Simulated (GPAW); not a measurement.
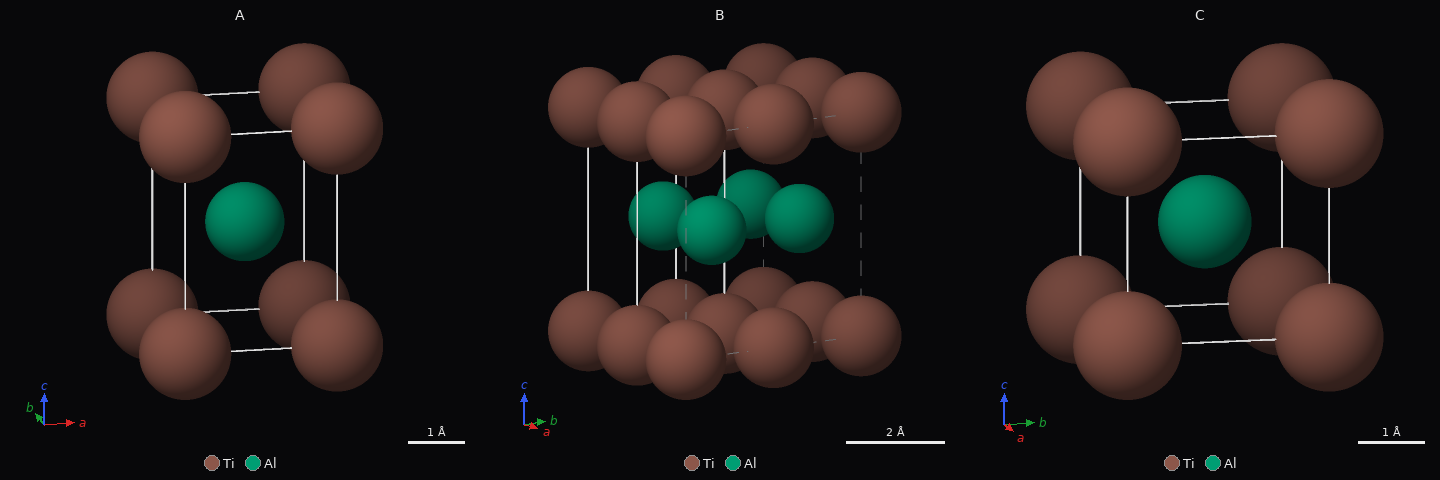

Three structures of TiAl, each relaxed (cell and atoms) at zero pressure; conventional cells in solid outline, small ones repeated, each panel with its own scale. Alike in all runs: GPAW 26.7.0; functional PBEsol; potentials PAW data sets generated in the run's folder for this functional; cutoff 600 eV; occupations fermi-dirac, width 0.05 eV; no spin polarisation; no spin-orbit coupling. The k meshes have like spacings.

### Give the type and space group of each panel.

A: CuAu (L1₀) type, P4/mmm; B: 2 atoms a cell on a primitive hexagonal lattice, P-6m2; C: caesium chloride (CsCl, B2) type, Pm-3m.

### Rank them by energy, lowest first.

A, then C (+140 meV/atom) and B (+155 meV/atom), static energies at zero smearing.

### Collect the results in a table.

| panel | space group | E − E(lowest) (meV/atom) | volume (Å³/atom) |
| --- | --- | --- | --- |
| A | P4/mmm | 0 | 15.8 |
| C | Pm-3m | 140 | 15.7 |
| B | P-6m2 | 155 | 16.2 |

The starts are database entries or structure types tried for this composition, and the most stable form need not be among them.

Caveat: later steps reuse the first step's grids.
